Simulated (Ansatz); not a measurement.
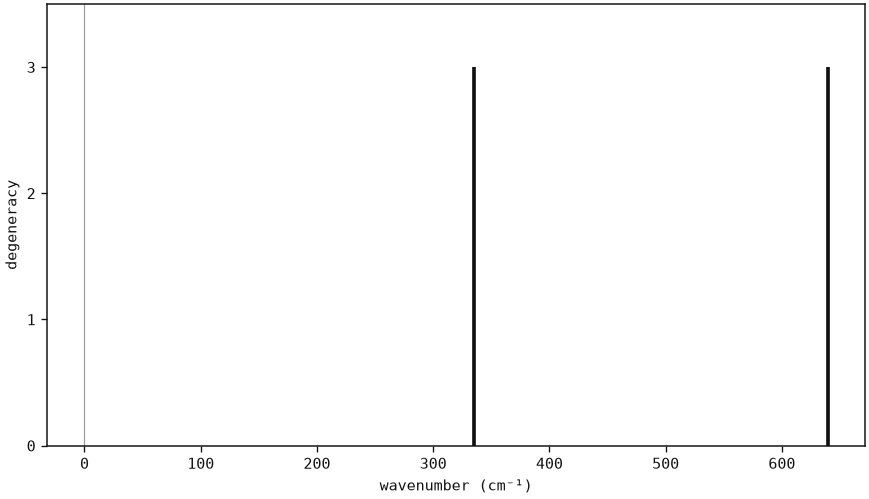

The figure shows the zone-centre optical phonon frequencies (the three acoustic modes are left out) for ZrO₂, space group Fm-3m (No. 225).

Starting cell:
```
CELL_PARAMETERS angstrom
0.00000 2.46334 2.46334
2.46334 0.00000 2.46334
2.46334 2.46334 0.00000
ATOMIC_POSITIONS crystal
Zr 0.00000 0.00000 0.00000
O 0.25000 0.25000 0.25000
O 0.75000 0.75000 0.75000
```

How it was computed, with Ansatz 0.2.0: harmonic phonon frequencies at the zone centre with atoms at rest in the given cell, without the long-range term of polar modes, the three translations left out, imaginary frequencies are negative; plane waves with PAW datasets, Γ-centred k mesh. Level: PBEsol, no spin polarisation.

wave cutoff 420 eV; k mesh 8×8×8; occupations fixed; pressure 25 GPa; phonon method linear response.

**Are there unstable modes?**

No frequency is imaginary, so the structure is stable to these displacements (zone-boundary modes weren't tested here).

**What is the highest frequency?**

The highest mode lies at 639.5 cm⁻¹ (without the field of polar modes).
